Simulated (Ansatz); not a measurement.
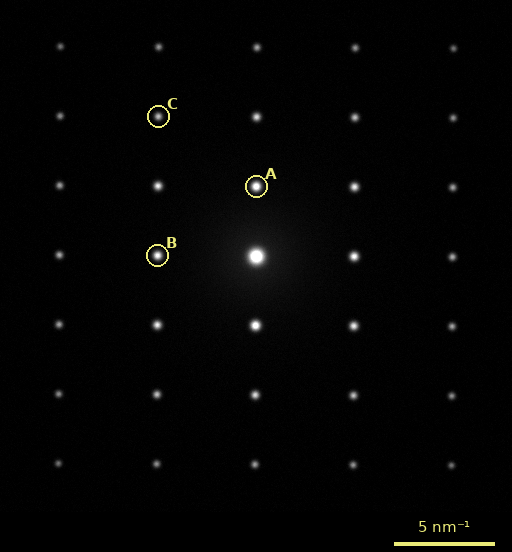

Kinematic zone-axis pattern, calculated for 80 keV electrons with B = 0.5 Å². The zone axis points towards the electron source and the pattern is seen from the source side.

Crystal: Er, space group Im-3m (No. 229), a = 4.062 Å. Structure: the input geometry of an electronic-structure calculation (not necessarily at equilibrium); the starting structure was generated, so it need not be a known form of this composition.

Spot A is indexed -1 1 0 and spot B 0 0 2.

Q: Give hkl for C.

A: C = 2A + B = -2 2 2 (d = 1.173 Å).

Q: Give [uvw].

A: The cross product of A and B is parallel to [110]; every spot obeys hu + kv + lw = 0.

Q: What are the spacings of A and B and the angle between them?

A: d(A) = 2.872 Å, d(B) = 2.031 Å, and the angle is 90.0°.
